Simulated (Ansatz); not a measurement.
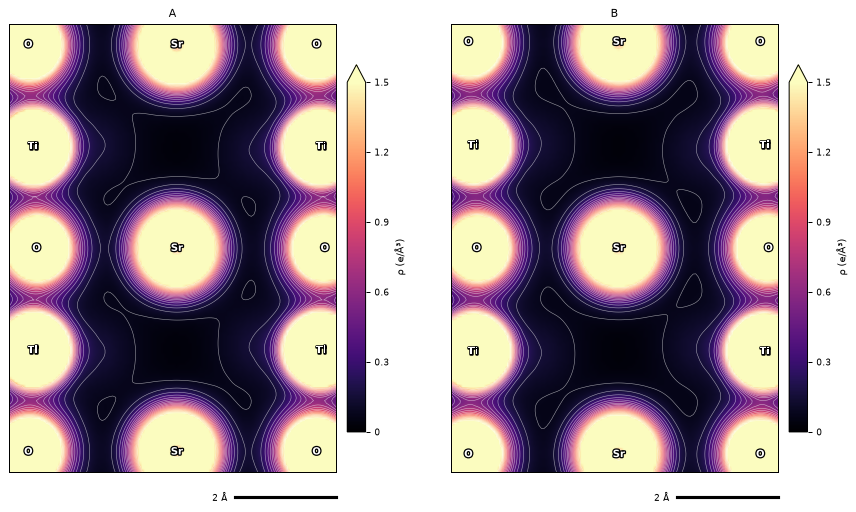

SrTiO₃. The valence pseudo-density of two cells that differ in size, on the (110) plane of each (indices in the axes of the calculation cell), at one length scale and on one colour scale; one has 12.9 and the other 13.4 Å³ an atom.

Space group I4/mcm; computed without spin polarisation.

Method: Ansatz 0.2.0, DFT PBE, scalar-relativistic, plane waves, PAW.

The density is the valence pseudo-density of a PAW calculation; it isn't the true density close to the nuclei.

Q: Which is the denser cell? Describe the effect of the change.

A: Panel A is the smaller cell, by 4 % in volume. From the larger cell to the smaller, Sr–O goes from 2.79 to 2.76 Å, and the density at its midpoint from 0.14 to 0.15 e/Å³; Ti–O goes from 2.03 to 2.01 Å; the pressure goes from −13 to −9 GPa; the Kohn–Sham gap goes from 1.7 eV to 1.8 eV.
